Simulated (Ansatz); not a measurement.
# CaO: what the fields show

```xyz
6
Lattice="2.5853 0.0000 -2.5853 -2.5853 2.5853 0.0000 4.3951 4.3951 4.3951" Properties=species:S:1:pos:R:3 pbc="T T T"
Ca    0.0000    0.0000    0.0000
Ca    2.3268    2.3268   -0.2586
Ca    2.0683    4.6536    2.0683
O    -0.1293    2.4561   -0.1292
O     2.1975    2.1975    2.1975
O     4.5243    4.5243    1.9390
```

Space group R-3m; computed pressure about −5 GPa in this cell.

Method: DFT PBE, scalar-relativistic, plane waves, PAW in Ansatz 0.2.0.

In a PAW calculation such maps are meaningful between the atoms, not at the nuclei.

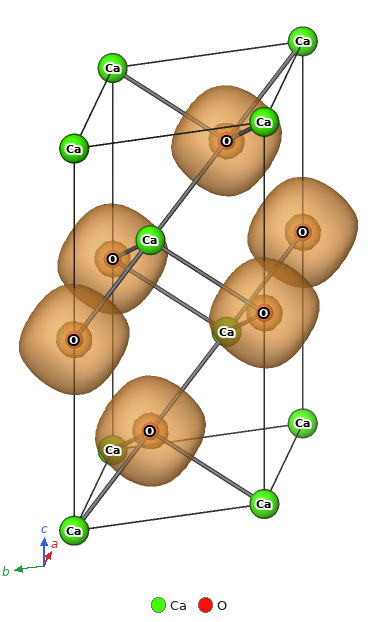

Figure 1. Isosurface of the ELF at 0.65 (orange), seen at an oblique angle. Core shells and regions of very low density are left out. Sticks mark near contacts.

> Describe the localisation domains.

The ELF exceeds this value in three regions wrapped around O (the valence shell of each), counted in one cell of 6 atoms. Any copies at cell faces, edges or corners count once.


Ca–O (2.46 Å): the ELF is about 0.10 at the midpoint: a closed-shell, largely ionic contact.

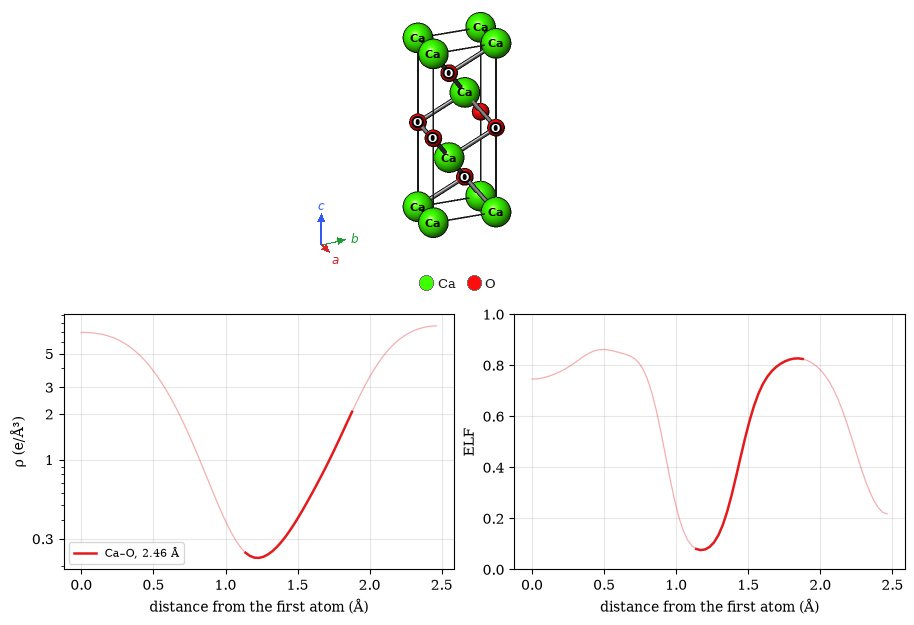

Figure 2. Valence electron density and electron localisation function along straight lines between neighbouring atoms. Thin, pale parts lie inside the atomic spheres. The structure is drawn too.

> What can be read from the curves?

Ca–O (2.46 Å): the density is about 0.22 e/Å³ at the midpoint; the ELF is about 0.10 at the midpoint; an ionic contact with no shared pair.

> Metal or insulator at this level of theory?

It is gapped, with a Kohn–Sham gap of 3.3 eV on the k-point mesh (the band edges may lie off the mesh, which would make the gap smaller).
